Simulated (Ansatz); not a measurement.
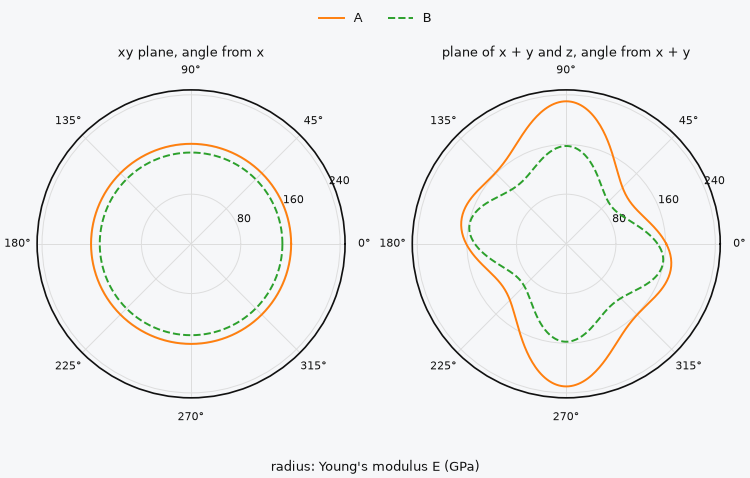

The figure compares two calculations of the directional Young's modulus. The first is for ZrS₂, space group P-3m1 (No. 164).

The given structure:
```xyz
3
Lattice="3.4668 0.0000 0.0000 -1.7334 3.0023 0.0000 0.0000 0.0000 5.2738" Properties=species:S:1:pos:R:3 pbc="T T T"
Zr    0.0000    0.0000    0.0000
S     0.0000    2.0016    1.4937
S     1.7334    1.0008    3.7801
```

How it was computed, with Ansatz 0.2.0: elastic stress-strain coefficients at zero temperature from small strains of the given cell, Voigt order xx yy zz yz xz xy, Cartesian axes of the cell vectors; plane waves with PAW datasets, Γ-centred k mesh. Level: PBEsol, no spin polarisation.

- wave cutoff: 420 eV
- k mesh: 12×12×8
- occupations: Gaussian
- smearing width: 0.01 eV
- ions: relaxed
- strain amplitude: 0.005

In the second, the cell is compressed by 9.2 % in volume, to 16.62 Å³/atom, with its shape relaxed.

> Which of A and B is the second calculation, and what did the change do?

A. The bulk modulus rises from 96.3 to 130.6 GPa (+36 %), the shear modulus rises from 51.5 to 62.0 GPa (+20 %), the least Young's modulus over all directions rises from 89.5 to 117.0 GPa (+31 %) and the largest rises from 170.3 to 229.6 GPa (+35 %). The shift of the bulk modulus amounts to a Grüneisen parameter of 3.17.

For both, limits of the calculation: metal sensitive to the k mesh; narrow smearing for a metal.
